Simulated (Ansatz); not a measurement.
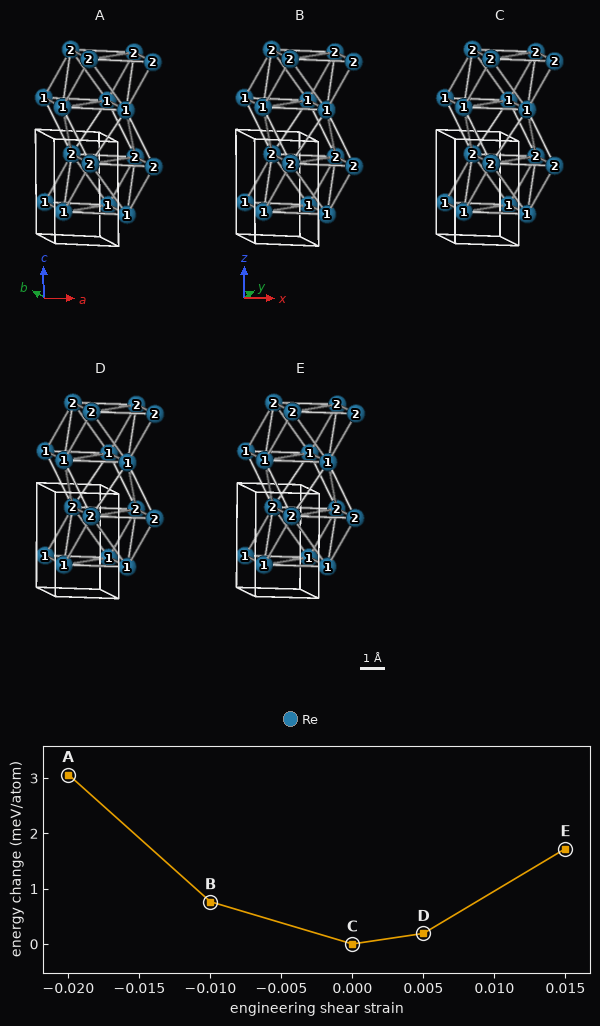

Solid Re (P6_3/mmc): the cell is strained in shear in the xz plane, with the atoms kept at their fractional coordinates. x, y and z are the Cartesian axes of the input. The lettered frames are marked on the plot. A ball-and-stick model of the cell of the calculation, repeated 2 × 2 × 2 with one cell outlined, seen slightly off an axis.

Level of theory: DFT PBE, scalar-relativistic, plane waves, PAW (Ansatz 0.2.0). Settings: plane-wave cutoff 420 eV; k-point mesh 21 × 21 × 12; occupations gaussian; smearing width 0.15 eV; no spin polarisation. Energies (free energies at the smearing named) are counted from the cell as listed in its source, which wasn't relaxed.

> What does the scan show?

Of the computed points the lowest is at the strain 0.00, 0.00 meV/atom. The unrelaxed reference is under a pressure of 3.4 GPa. The distortion takes the space group from P6_3/mmc to C2/c. At the strain −0.02 the cell of the drawing goes α 90.0° → 89.4°, β 90.0° → 91.1°.

The computed points:

```
engineering shear strain  energy change (meV/atom)
                  −0.020                      3.07
                  −0.010                      0.77
                   0.000                      0.00
                   0.005                      0.19
                   0.015                      1.72
```
